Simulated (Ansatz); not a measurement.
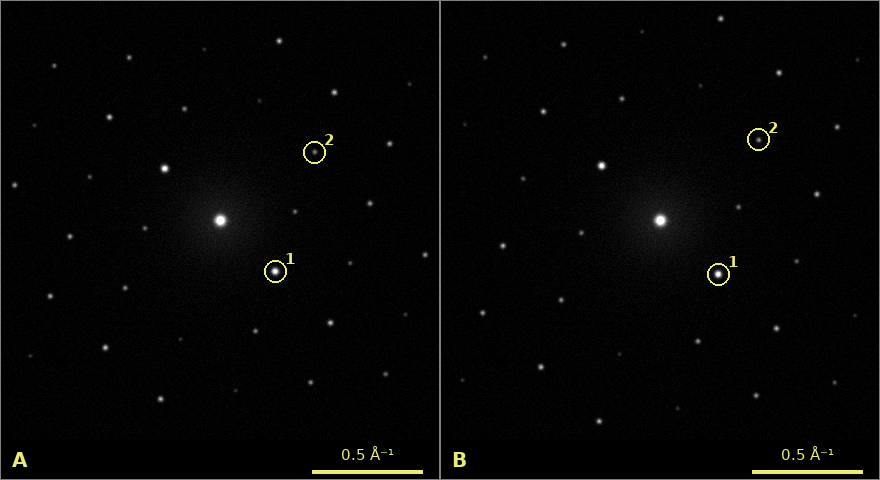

Kinematic electron diffraction patterns (200 kV, B = 0.5 Å², same scale) along [111] of the run's own cell, for the start and the end of one relaxation of Sb2Pt with DFT PBE, scalar-relativistic, plane waves, PAW in Ansatz. k mesh 12×12×6. The start is a generated model structure, and the relaxation ends in the nearest stationary point of its symmetry, not necessarily the ground state. Spot 1 is -1 0 1 and spot 2 is 1 -2 1 in both.

Start structure:

```
CELL_PARAMETERS angstrom
3.60878 0.00000 0.00000
-1.80439 3.12529 0.00000
0.00000 0.00000 5.82171
ATOMIC_POSITIONS crystal
Pt 0.00000 0.00000 0.00000
Sb 0.33333 0.66667 0.25200
Sb 0.66667 0.33333 0.74800
```

Which pattern belongs to the start structure, and which to the relaxed one?

B is the start: its cell gives d(1) = 2.754 Å, d(2) = 1.724 Å and an angle of 82.0°. A is the relaxed structure, with d(1) = 2.904 Å (+5.5 %), d(2) = 1.879 Å (+9.0 %) and 78.6°.

Summarise the relaxation behind the change.

The volume changed by +12.2 % to 24.55 Å³ an atom; with the mean shift removed, the atoms moved by up to 0.07 Å relative to the cell (Sb most); the space group stayed P-3m1 (No. 164); the free energy fell by 350 meV an atom. Relaxed cell: a = 4.025 Å, b = 4.025 Å, c = 5.249 Å, α = 90.00°, β = 90.00°, γ = 120.00°.
